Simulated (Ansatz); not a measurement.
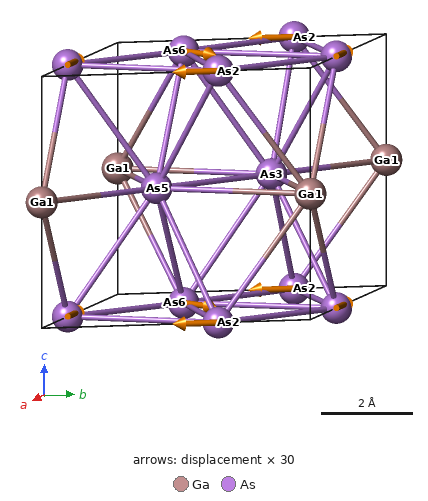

This is a relaxation of crystalline GaAs$_{5}$ (a generated structure, set up in P-62m) (coarse preliminary run). The starting structure is drawn; orange arrows show the displacements (the part carried along by the change of the cell is left out), 30 times their true length.

A ball-and-stick model of the cell of the calculation, seen slightly off an axis.

All numbers below come from DFT PBE, scalar-relativistic, plane waves, PAW in Ansatz 0.2.0. Set-up: plane-wave cutoff 420 eV; k-point mesh 3 × 3 × 4; occupations gaussian; smearing width 0.1 eV; no spin polarisation; cell and atoms relaxed; force threshold 0.04 eV/Å; at most 70 steps.

Atoms of which element are displaced furthest, and by how much?

Arsenic: up to 0.035 Å, against 0.000 Å for gallium.

What did the optimiser do to the structure, and how much energy did it gain?

The largest moves relative to the cell, 0.035 Å, are those of As atoms. Ga stays in place. The drawn cell changes as follows: a = b 6.132 → 5.085 Å (−17.1 %), c 5.619 → 5.224 Å (−7.0 %); the volume changes by −36.1 %. Near-neighbour distances that change, for instance: As–As 3.493 → 2.868 Å, As–As 3.541 → 2.936 Å, As–Ga 3.541 → 2.936 Å, As–As 3.637 → 3.077 Å. The space group stays P-62m (No. 189). After 7 accepted moves (9 points after the start) the energy has fallen by 668 meV per atom. The largest force component goes from 0.38 to 0.015 eV/Å. Pressure: −11.76 GPa at the start and −0.05 GPa at the end. The line search rejected the trial step at point 4 of the run. The SCF was repeated once at an unchanged geometry on a basis and grid sized afresh for the cell, which shifted the energy by 0.8 meV per atom at most.
